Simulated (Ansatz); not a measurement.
**Ti: geometry relaxation (part 2 of 2)**

Continued. System: Ti (slab, 8 atoms in the cell). Method: DFT r2SCAN, scalar-relativistic, plane waves, PAW, no spin polarisation (Ansatz 0.2.0); cutoff 500 eV, 9×9×1 k-mesh, Gaussian smearing of 0.1 eV. The structure derives from an entry of the Crystallography Open Database. The input holds or restrains some coordinates. Forces given for the steps count only the free coordinates. It belongs to a series of runs on one base structure; here: clean slab, lower half held.

Geometry of the input (Å; fractional positions):
```
4.5987  0.0000  0.0000
-2.2994  3.9826  0.0000
0.0000  0.0000  23.5710
Ti 0.6667  0.3333  0.3606
Ti 0.3333  0.6667  0.4004
Ti 0.0000  0.0000  0.4403
Ti 0.6667  0.3333  0.4801
Ti 0.3333  0.6667  0.5199
Ti 0.0000  0.0000  0.5597
Ti 0.6667  0.3333  0.5996
Ti 0.3333  0.6667  0.6394
```

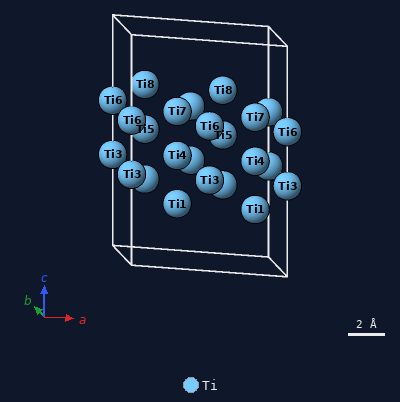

**Figure 1.** The geometry at step 4 of the log (spheres-only view of the 2 × 1 repeat of the cell, with the vacuum cut short, seen slightly off an axis; atoms are numbered from 1 in the order of the input).

```
WARN: The output density's exchange-correlation potential varies sharply where the density is thin. Do not read a vacuum level from v_tot or v_xc, or from such a field of the output density. On a cell that repeats whose density bears no net charge and no dipole along the vacuum's axis use v_es (v_loc + v_h of the components); under efield.dipole_correction with no amplitude use v_es + v_field, which holds any external_charges[].barrier, or the levels of the report's work_function block, which leave it out; under a non-zero efield.amplitude the vacuum is tilted and has no level; on a cell that repeats and bears such a dipole with no correction it is tilted too, and efield.dipole_correction with no amplitude gives each side of its ramp a level where efield: is served; in a cell that repeats whose density bears a net charge (total_charge, or a fill off its count) it is curved and has none; of a slab under crystal.periodic whose density bears no net charge use v_es, which has a level on each side, short of where the two are joined; of another it falls or rises all the way out and has none; of a slab beside external_charges read slab_vacuum_level instead, which it has where they leave it neutral. The grid or the basis barely resolves most such structure, and the values can differ between equally converged runs; as a rule a tighter scf.convergence.dr2_threshold does not remove it. Where the density itself ripples (under the LDA too) a higher basis.ecutwfc lessens it. The files hold the spikes' plane waves up to the density's cutoff. Files: v_tot_of_output_density and the like, and their columns of v_z.tsv (output.write_potential); v_xc_of_output_density and the like, and their columns of v_comp_z.tsv (output.write_potential_components). Measured: with its Gaussian average of σ = 0.25 Å subtracted twice, the exchange-correlation potential is over 0.1 eV at 2997 of the grid points where the equally averaged density (valence and model cores) is under 1e-3 e/Å³, and 0.696 eV at the most among them, at an averaged density of 9.0e-9 e/Å³. The input density's (outcome.potential() and, of a run that writes arrays, v_tot and v_xc) is over 0.1 eV, so measured, at 578 points of its own thin density, 0.524 eV at the most. See output.write_potential in the manual, Limitations
SCF converged after 2 iterations
Free energy (F): -20028.985777 eV
Harris-Foulkes:  -20028.985777 eV  (|F-HF|=1.97e-8)
Internal energy: -20028.901078 eV  (E = F + TS)
E sigma→0 (E₀):  -20028.943428 eV
Entropy (-TS):   -0.084699 eV (-10.587 meV/atom)
Fermi energy:    2.109913 eV
Dipole field:    D = 0.001375 V/Å  (p = 0.003281 e·Å, saw-weighted, corrected)
Work function:   Φ+ = 3.2815 eV   Φ− = 3.3139 eV
Levels:          The Fermi level and band energies are counted from a zero that moves with the ramp; work functions are not
--- Per-component energies (eV) ---
  E_band       = -2436.652305
  E_kinetic    = 2169.724020
  E_local      = -89758.346954  (includes V_loc(G=0)·N_el)
  E_nonlocal   = 66.484780
  E_hartree    = 43754.057026
  E_xc         = -734.343030
  E_vxc        = -1051.048241  (∫ρ·V_xc dr)
  E_paw        = -8456.361475  (= ΣΔE_a)
  E_vpaw       = -1445.227780  (= ΣTr[D̂ρ^β])
  E_aug_tail   = 0.000726  (compensation charges beyond the density's cutoff)
  E_vtau       = 73.650347  (kinetic-family band-sum trace: ∫τ·v_τ [+ j·A + Jᵃ·Aᵃ] dr)
  E_efield     = 0.000002  (sawtooth field / dipole correction)
  E_vefield    = -0.002802  (∫n·V_field dr)
  E_ewald      = 32931.911484
  E_core_change = -2.027657  (= ΣΔE_core)
  E_smearing   = -0.084699  (= −TS)
  E_closure    = -0.000000  (closes the sum)
  Σ components = -20028.985777   (vs F -20028.985777, Δ=0.00e0)
--- Forces (eV/Å), atoms counted from 1 ---
  atom   1  Ti     0.00000000    -0.00000000     0.97727662
  atom   2  Ti     0.00000000    -0.00000000     1.64579076
  atom   3  Ti    -0.00000000     0.00000000    -0.73815407
  atom   4  Ti     0.00000000     0.00000000    -1.88957654
  atom   5  Ti    -0.00000000     0.00000000     0.00244565
  atom   6  Ti     0.00000000    -0.00000000    -0.00359220
  atom   7  Ti     0.00000000     0.00000000     0.00128086
  atom   8  Ti     0.00000000    -0.00000000     0.00448935
  max |Σ_I F_I| component: 3.96e-5 eV/Å
--- Band table (eV; the first three rows and the last of 12) ---
  k-point 0: bands = ["-57.4320", "-57.4247", "-57.0156", "-56.9203", "-56.8454", "-56.8290", "-56.7223", "-56.6556", "-32.8151", "-32.7255", "-32.6303", "-32.6303", "-32.6020", "-32.6020", "-32.2897", "-32.2897", "-32.2732", "-32.2732", "-32.2453", "-32.1886", "-32.1451", "-32.1451", "-32.1256", "-32.0214", "-31.9813", "-31.9813", "-31.9154", "-31.8018", "-31.8018", "-31.7426", "-31.7426", "-31.6626", "-3.7198", "-2.3794", "-0.5705", "0.1125", "0.1125", "0.7188", "0.7188", "0.8739", "1.0645", "1.0941", "1.0941", "1.4969", "1.5443", "1.5443", "1.7520", "1.7520", "1.9333", "1.9333", "2.4510", "2.4510", "2.4602", "2.7453", "3.1632", "3.1632", "3.3191", "3.9335"]
  k-point 1: bands = ["-57.4317", "-57.4242", "-57.0137", "-56.9164", "-56.8470", "-56.8295", "-56.7253", "-56.6572", "-32.8169", "-32.7275", "-32.6337", "-32.6305", "-32.6082", "-32.6064", "-32.3043", "-32.2951", "-32.2712", "-32.2693", "-32.2501", "-32.1941", "-32.1288", "-32.1274", "-32.1056", "-32.0216", "-31.9760", "-31.9758", "-31.9195", "-31.8065", "-31.8015", "-31.7594", "-31.7419", "-31.6611", "-3.5759", "-2.2545", "-0.5049", "0.1425", "0.1849", "0.5716", "0.7699", "0.7800", "1.0624", "1.0873", "1.1310", "1.4869", "1.5499", "1.5561", "1.7322", "1.8336", "1.9322", "1.9986", "2.4536", "2.4538", "2.5808", "2.7791", "3.1165", "3.1983", "3.3942", "3.9113"]
  k-point 2: bands = ["-57.4308", "-57.4232", "-57.0087", "-56.9056", "-56.8512", "-56.8313", "-56.7333", "-56.6613", "-32.8225", "-32.7327", "-32.6424", "-32.6297", "-32.6235", "-32.6115", "-32.3280", "-32.3079", "-32.2759", "-32.2714", "-32.2502", "-32.1690", "-32.1217", "-32.0956", "-32.0640", "-32.0122", "-31.9670", "-31.9628", "-31.9297", "-31.8303", "-31.8008", "-31.7881", "-31.7405", "-31.6578", "-3.1572", "-1.8937", "-0.3322", "0.2017", "0.3135", "0.3895", "0.5698", "0.7699", "0.9497", "1.1434", "1.2452", "1.3525", "1.5900", "1.5940", "1.7475", "1.9986", "2.0671", "2.1677", "2.4701", "2.5272", "2.6496", "2.8785", "2.9898", "3.2581", "3.5360", "3.8151"]
  k-point 11: bands = ["-57.4288", "-57.4207", "-56.9957", "-56.8654", "-56.8639", "-56.8414", "-56.7593", "-56.6710", "-32.8451", "-32.7466", "-32.6600", "-32.6247", "-32.6149", "-32.6032", "-32.3283", "-32.3178", "-32.3096", "-32.3044", "-32.2876", "-32.1669", "-32.0544", "-32.0490", "-32.0475", "-31.9907", "-31.9431", "-31.9422", "-31.9247", "-31.8949", "-31.8097", "-31.7956", "-31.7310", "-31.6496", "-0.9187", "-0.7678", "-0.7244", "0.0071", "0.0592", "0.1241", "0.3504", "0.7524", "1.1585", "1.3327", "1.5237", "1.5725", "1.6830", "2.0285", "2.0837", "2.1737", "2.2740", "2.3380", "2.3880", "2.4125", "2.4520", "2.6187", "2.6728", "2.6934", "3.2373", "3.3513"]
--- Relaxed structure (7 steps of the walk, 6 accepted, 0 SCFs on fresh bases) ---
  F+E_penalty+E_count = -20028.98577722 eV   max|allowed force component| = 4.422e-3 eV/Å
  atoms:
    - { symbol: Ti, position: [0.6666666666666667, 0.33333333333333337, 0.3606129861] }
    - { symbol: Ti, position: [0.3333333333333333, 0.6666666666666667, 0.40043784720000003] }
    - { symbol: Ti, position: [0.0, 0.0, 0.4402627083000001] }
    - { symbol: Ti, position: [0.6666666666666667, 0.33333333333333337, 0.4800875694] }
    - { symbol: Ti, position: [0.3333333333333333, 0.6666666666666667, 0.5251511391277008] }
    - { symbol: Ti, position: [-3.851859888774472e-34, -4.5752304653616914e-18, 0.5736631914240345] }
    - { symbol: Ti, position: [0.6666666666666667, 0.33333333333333337, 0.5903722504766675] }
    - { symbol: Ti, position: [0.3333333333333333, 0.6666666666666667, 0.6366271850919185] }
```

Trajectory as extended XYZ (Å, eV, eV/Å), 7 frames, from step=1 to step=7:
```
8
Lattice="4.5987 0.0000 0.0000 -2.2994 3.9826 0.0000 0.0000 0.0000 23.5710" Properties=species:S:1:pos:R:3:forces:R:3 step=1 energy=-20028.62633
Ti    2.2994    1.3275    8.5000    0.0000   0.0000   0.8750
Ti    0.0000    2.6551    9.4387    0.0000   0.0000   1.1020
Ti    0.0000    0.0000   10.3774    0.0000   0.0000  -0.8739
Ti    2.2994    1.3275   11.3161    0.0000   0.0000  -0.7355
Ti    0.0000    2.6551   12.2548    0.0000   0.0000   0.7355
Ti    0.0000    0.0000   13.1936    0.0000   0.0000   0.8739
Ti    2.2994    1.3275   14.1323    0.0000   0.0000  -1.1020
Ti    0.0000    2.6551   15.0710    0.0000   0.0000  -0.8750
8
Lattice="4.5987 0.0000 0.0000 -2.2994 3.9826 0.0000 0.0000 0.0000 23.5710" Properties=species:S:1:pos:R:3:forces:R:3 step=2 energy=-20028.94007
Ti    2.2994    1.3275    8.5000    0.0000   0.0000   0.9820
Ti    0.0000    2.6551    9.4387    0.0000   0.0000   1.4064
Ti    0.0000    0.0000   10.3774    0.0000   0.0000  -0.9293
Ti    2.2994    1.3275   11.3161    0.0000   0.0000  -1.4515
Ti    0.0000    2.6551   12.3316    0.0000   0.0000  -0.0484
Ti    0.0000    0.0000   13.3168    0.0000   0.0000   0.3179
Ti    2.2994    1.3275   13.9374    0.0000   0.0000  -0.4087
Ti    0.0000    2.6551   14.9212    0.0000   0.0000   0.1328
8
Lattice="4.5987 0.0000 0.0000 -2.2994 3.9826 0.0000 0.0000 0.0000 23.5710" Properties=species:S:1:pos:R:3:forces:R:3 step=3 energy=-20028.97706
Ti    2.2994    1.3275    8.5000    0.0000   0.0000   1.0113
Ti    0.0000    2.6551    9.4387    0.0000   0.0000   1.5773
Ti    0.0000    0.0000   10.3774    0.0000   0.0000  -0.8269
Ti    2.2994    1.3275   11.3161    0.0000   0.0000  -1.7932
Ti    0.0000    2.6551   12.3871    0.0000   0.0000  -0.1999
Ti    0.0000    0.0000   13.4458    0.0000   0.0000   0.1628
Ti    2.2994    1.3275   13.8825    0.0000   0.0000   0.1161
Ti    0.0000    2.6551   14.9845    0.0000   0.0000  -0.0475
8
Lattice="4.5987 0.0000 0.0000 -2.2994 3.9826 0.0000 0.0000 0.0000 23.5710" Properties=species:S:1:pos:R:3:forces:R:3 step=4 energy=-20028.97589 accepted=F
Ti    2.2994    1.3275    8.5000    0.0000   0.0000   0.9742
Ti    0.0000    2.6551    9.4387    0.0000   0.0000   1.6210
Ti    0.0000    0.0000   10.3774    0.0000   0.0000  -0.6735
Ti    2.2994    1.3275   11.3161    0.0000   0.0000  -2.1116
Ti    0.0000    2.6551   12.3509    0.0000   0.0000   0.0995
Ti    0.0000    0.0000   13.5416    0.0000   0.0000  -0.2388
Ti    2.2994    1.3275   13.8867    0.0000   0.0000   0.0940
Ti    0.0000    2.6551   14.9658    0.0000   0.0000   0.2355
8
Lattice="4.5987 0.0000 0.0000 -2.2994 3.9826 0.0000 0.0000 0.0000 23.5710" Properties=species:S:1:pos:R:3:forces:R:3 step=5 energy=-20028.98477
Ti    2.2994    1.3275    8.5000    0.0000   0.0000   0.9853
Ti    0.0000    2.6551    9.4387    0.0000   0.0000   1.6058
Ti    0.0000    0.0000   10.3774    0.0000   0.0000  -0.7548
Ti    2.2994    1.3275   11.3161    0.0000   0.0000  -1.9079
Ti    0.0000    2.6551   12.3674    0.0000   0.0000  -0.0165
Ti    0.0000    0.0000   13.4889    0.0000   0.0000   0.0356
Ti    2.2994    1.3275   13.8987    0.0000   0.0000   0.0301
Ti    0.0000    2.6551   14.9849    0.0000   0.0000   0.0223
8
Lattice="4.5987 0.0000 0.0000 -2.2994 3.9826 0.0000 0.0000 0.0000 23.5710" Properties=species:S:1:pos:R:3:forces:R:3 step=6 energy=-20028.98543
Ti    2.2994    1.3275    8.5000    0.0000   0.0000   0.9820
Ti    0.0000    2.6551    9.4387    0.0000   0.0000   1.6637
Ti    0.0000    0.0000   10.3774    0.0000   0.0000  -0.7434
Ti    2.2994    1.3275   11.3161    0.0000   0.0000  -1.8681
Ti    0.0000    2.6551   12.3905    0.0000   0.0000  -0.0614
Ti    0.0000    0.0000   13.5323    0.0000   0.0000  -0.0145
Ti    2.2994    1.3275   13.9180    0.0000   0.0000   0.0142
Ti    0.0000    2.6551   15.0114    0.0000   0.0000   0.0274
8
Lattice="4.5987 0.0000 0.0000 -2.2994 3.9826 0.0000 0.0000 0.0000 23.5710" Properties=species:S:1:pos:R:3:forces:R:3 step=7 energy=-20028.98578
Ti    2.2994    1.3275    8.5000    0.0000   0.0000   0.9773
Ti    0.0000    2.6551    9.4387    0.0000   0.0000   1.6458
Ti    0.0000    0.0000   10.3774    0.0000   0.0000  -0.7381
Ti    2.2994    1.3275   11.3161    0.0000   0.0000  -1.8895
Ti    0.0000    2.6551   12.3783    0.0000   0.0000   0.0024
Ti    0.0000    0.0000   13.5218    0.0000   0.0000  -0.0037
Ti    2.2994    1.3275   13.9156    0.0000   0.0000   0.0012
Ti    0.0000    2.6551   15.0059    0.0000   0.0000   0.0044
```

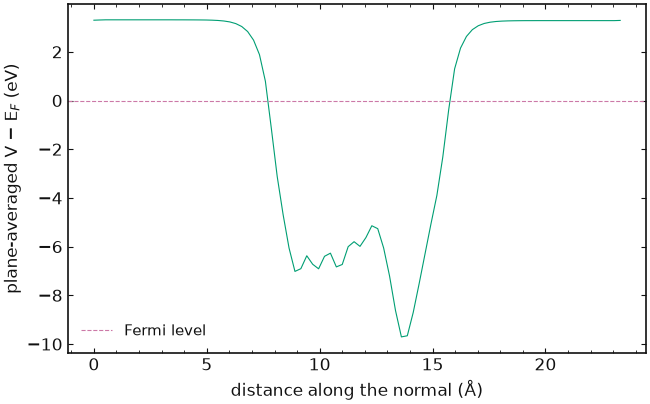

**Figure 2.** Plane average of the electrostatic potential energy of an electron across the cell, from the Fermi level. The vacuum level lies 3.28 eV above the Fermi level on the upper side and 3.31 eV on the lower.

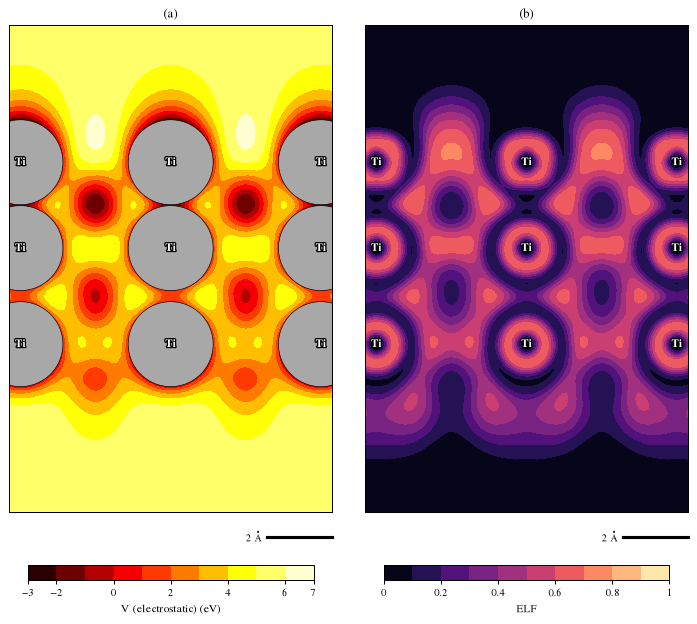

**Figure 3.** (a) electrostatic potential (local pseudopotential plus Hartree) felt by an electron; (b) ELF on the (010) plane of the calculation cell, a cut from vacuum to vacuum. Grey discs, where drawn, cover atomic cores. Atoms in the plane: Ti. Ti–Ti (2.63 Å): the ELF is about 0.10 at the midpoint (no localised pair between them). Ti–Ti (2.94 Å): the ELF is about 0.20 at the midpoint (no localised pair between them). The strong features right at Ti lie inside the PAW spheres (semicore, d or f shells) and say nothing about bonding. In a PAW calculation such maps are meaningful between the atoms, not at the nuclei.

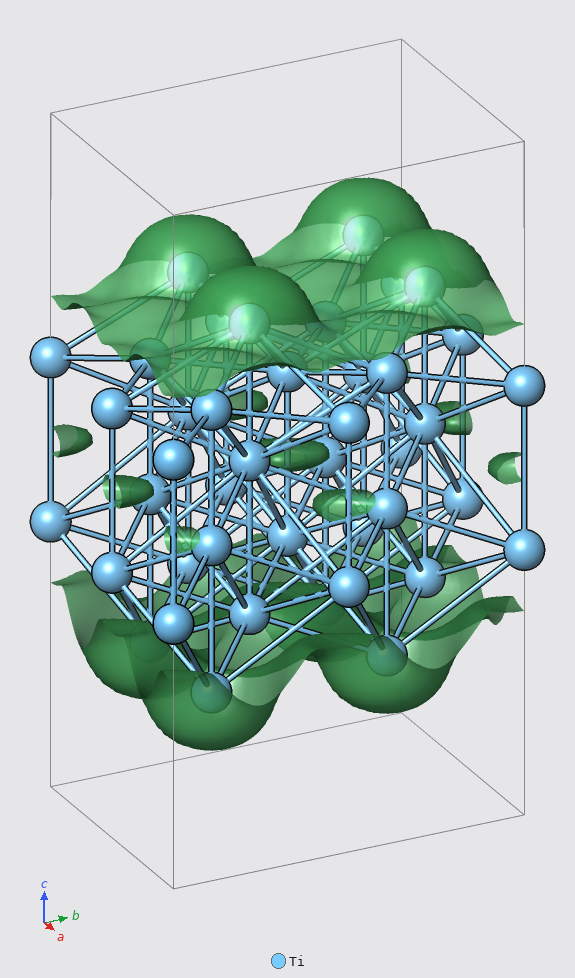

**Figure 4.** Isosurface of the valence charge density (pseudo) at 0.15 e/Å³ (green), seen slightly off an axis. Sticks mark near contacts. At this value the density is joined into sheets; it holds about 95 % of the electrons treated as valence (semicore included). On the grid the lowest density along these lines, outside the cores, is 0.26 e/Å³ (Ti–Ti, 2.60 Å), 0.2 e/Å³ (Ti–Ti, 2.68 Å), 0.19 e/Å³ (Ti–Ti, 2.82 Å) and 0.19 e/Å³ (Ti–Ti, 2.86 Å).

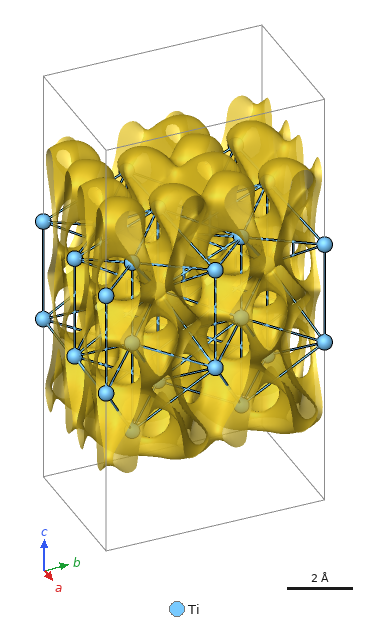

**Figure 5.** Isosurface of the electron localisation function at 0.45 (yellow), seen slightly off an axis. Core shells and regions of very low density are left out. Sticks mark near contacts. Profiles from the grid: Ti–Ti (2.60 Å): the ELF is about 0.20 at the midpoint; no shared electron pair. Ti–Ti (2.68 Å): the ELF is about 0.10 at the midpoint; no shared electron pair.

Key numbers:

```json
{"quantity": "outcome", "value": "converged under the restraints of the input"}
{"quantity": "electrons treated", "value": "96"}
{"quantity": "free energy", "value": "−20028.9858 eV"}
{"quantity": "work function, top face", "value": "3.28 eV"}
{"quantity": "work function, bottom face", "value": "3.31 eV"}
{"quantity": "Fermi energy", "value": "2.110 eV"}
{"quantity": "gap on the k-point mesh", "value": "none (metallic)"}
{"quantity": "final volume", "value": "431.70 Å³"}
{"quantity": "work function (upper face)", "value": "3.28 eV"}
{"quantity": "largest force (length of the vector) at the end, held atoms and coordinates included", "value": "1.890 eV/Å"}
{"quantity": "wall time", "value": "78 s (CPU time 4.8 min)"}
{"quantity": "peak memory", "value": "2 GiB"}
```

Notes:

The program warns: the exchange-correlation potential is rough where the density is thin.
